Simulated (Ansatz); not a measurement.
```cif
data_structure
_symmetry_space_group_name_H-M 'P 1'
_symmetry_Int_Tables_number 1
_cell_length_a 5.0487
_cell_length_b 5.0487
_cell_length_c 5.0487
_cell_angle_alpha 60.000
_cell_angle_beta 60.000
_cell_angle_gamma 60.000
_cell_volume 91.00
loop_
_atom_site_label
_atom_site_type_symbol
_atom_site_fract_x
_atom_site_fract_y
_atom_site_fract_z
_atom_site_occupancy
C1 C 0.99203 0.00195 0.99809 1
C2 C 0.11515 0.12580 0.12509 1
C3 C 0.98908 0.00310 0.49822 1
C4 C 0.10994 0.13178 0.62251 1
C5 C 0.99355 0.50045 0.99637 1
C6 C 0.11147 0.63027 0.12423 1
C7 C 0.98833 0.50643 0.49819 1
C8 C 0.11441 0.62913 0.62256 1
C9 C 0.48951 0.99136 0.99949 1
C10 C 0.62626 0.09819 0.13503 1
C11 C 0.48337 0.01050 0.49829 1
C12 C 0.61556 0.12776 0.62148 1
C13 C 0.47721 0.53402 0.99166 1
C14 C 0.62011 0.62172 0.12432 1
C15 C 0.48794 0.50448 0.49696 1
C16 C 0.61397 0.64088 0.61251 1
H1 H 0.55174 0.31608 0.91098 1
```

The calculation used DFT PBE, scalar-relativistic, plane waves, PAW (Ansatz).

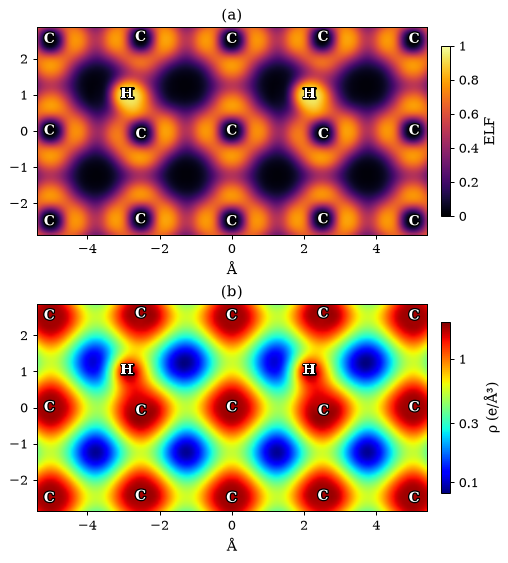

HC16 (cell charge +1, with a compensating background) (cell with a defect). (a) ELF; (b) valence pseudo-density on the (011) plane of the calculation cell.

In a PAW calculation such maps are meaningful between the atoms, not at the nuclei.

Question: Read the bonding off the picture.

Answer: Atoms in the plane: C and H.
Atoms just off the plane (C, 0.9 Å away) can leave unmarked features too.
C–H (1.18 Å): the density is about 1.4 e/Å³ at the midpoint; the ELF climbs to about 0.95 towards the hydrogen, as it does in any bond to H (a covalent bond by its length).
Between the atoms the lowest density in this plane is 0.08 e/Å³.
